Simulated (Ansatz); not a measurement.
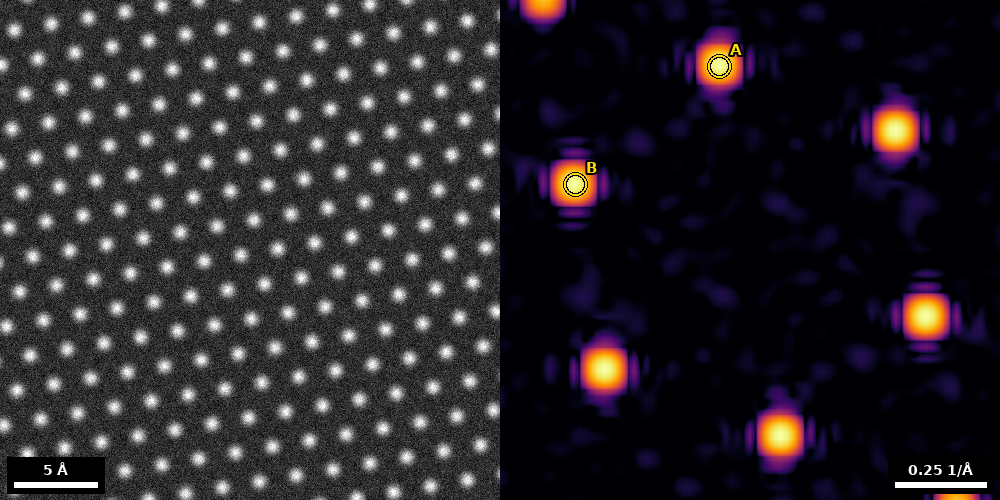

HRTEM-like image of a crystal. Simulated in the weak-phase-object approximation with neutral-atom potentials: 300 kV, Cs = −13 µm, defocus +61 Å (negative is underfocus), defocus spread 15 Å, aperture 1.52 1/Å. Shot noise was added.

The right panel is the modulus of the image's Fourier transform on a logarithmic scale.

**Which lattice spacings do the marked spots stand for, and what angle do A and B enclose?**

A: 1.9 Å, B: 1.9 Å; A and B enclose about 60°.

The crystal is Ni (P6/mmm, No. 191) along [001]; the spots are (2 -1 0) and (110). Atomic positions: the geometry relaxed with Ansatz, DFT, LDA (PW92), plane waves (420 eV) with PAW, scalar-relativistic; the starting structure was generated, so it need not be a known form of this composition.
